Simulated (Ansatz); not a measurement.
## Electronic structure of SrTiO3 in real space

The calculation's input:

```
crystal:
  lattice:
    - [3.8679403894, 0.0, 0.0]
    - [0.0, 5.4700937572, 0.0]
    - [0.0, -2.7350468786, 2.8427132507]
  atoms:
    - { symbol: Sr, position: [0.0, 0.0, 0.0] }
    - { symbol: Ti, position: [0.5, 0.5, 0.0] }
    - { symbol: O, position: [0.5, 0.5, 0.5] }
    - { symbol: O, position: [0.0, 0.5, 0.0] }
    - { symbol: O, position: [0.5, 0.0, 0.5] }
basis:
  ecutwfc: 420
kpoints:
  mp_grid: { grid: [7, 5, 9] }
hamiltonian:
  xc: pbe
scf:
  occupations: { method: gaussian, width: 0.02 }
output:
  forces: true
  stress: true
  eigenvalues: true
  write_density: true
  write_potential: true
  elf: true
  volumetric_format: npy
relax:
  adjacent_minimum: "off"
  f_tol: 0.01
  max_steps: 50
  cell: { fix: [a, b, gamma], stress_tol: 0.1 }
```

Launched as:

```sh
ansatz run input.yaml --threads 8 --pin off --max-ram 20480MiB --backend cpu --events-out ev --progress --plain --runs-dir out
```

Below, planes, directions and counts refer to the conventional cell (a = 5.47 Å, b = 5.63 Å, c = 3.87 Å, α = 90.00°, β = 90.00°, γ = 90.00°).

The fields are those of the relaxed geometry.

Space group Cmmm; a structure from a database of computed crystals, not necessarily the ambient phase; computed pressure about 4 GPa in this cell; computed without spin polarisation.

These are results of Ansatz, DFT PBE, scalar-relativistic, plane waves, PAW, not measurements.

Core electrons are frozen (PAW), and the valence fields are smoothed inside the atomic spheres.

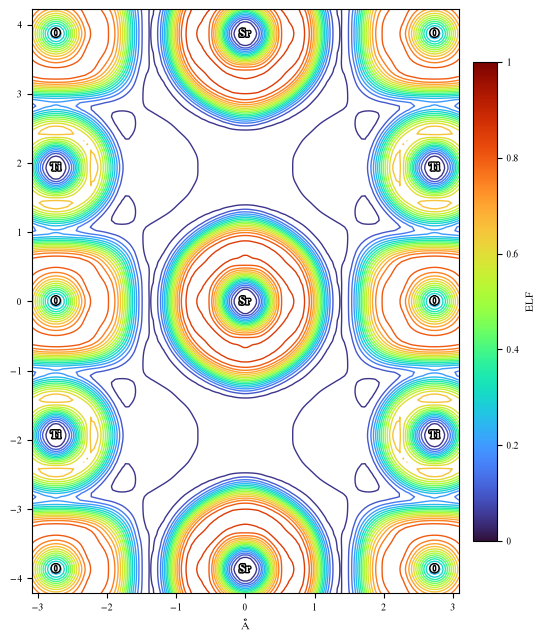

Figure 1. ELF on the (010) plane of the conventional cell.

Q: What do the fields say about this system?

A: The plane passes through Sr, Ti and O nuclei.
Ti–O (1.93 Å): the ELF peaks at about 0.85 in the valence shell of O, 0.6 Å from its nucleus, and is about 0.20 at the midpoint (no shared electron pair shows on this line).
Sr–O (2.74 Å): the ELF is about 0.05 at the midpoint; a closed-shell, largely ionic contact.
The features right at Sr and Ti lie inside the PAW spheres, where the map follows smoothed inner orbitals and isn't to be read closely.

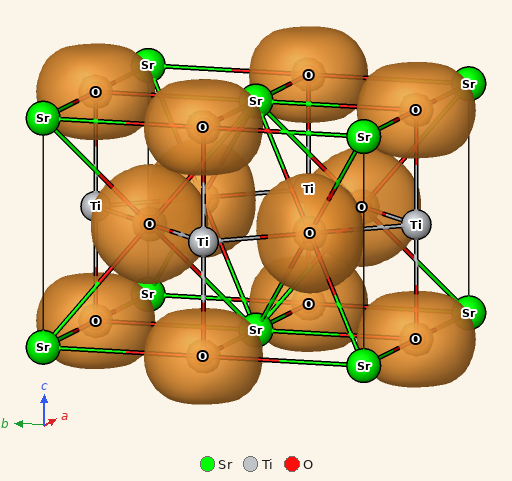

Figure 2. Isosurface of the ELF at 0.6 (orange), seen at an oblique angle. Only the valence region is drawn (cores and ρ < 0.01 e/Å³ removed). Sticks mark near contacts.

Q: Where are the electrons localised?

A: The surface consists of six regions wrapped around O (the valence shell of each), counted in one cell of 10 atoms. Any copies at cell faces, edges or corners count once.

Q: Metal or insulator at this level of theory?

A: It is gapped, with a Kohn–Sham gap of 1.9 eV on the k-point mesh, an upper bound to the gap of this method.
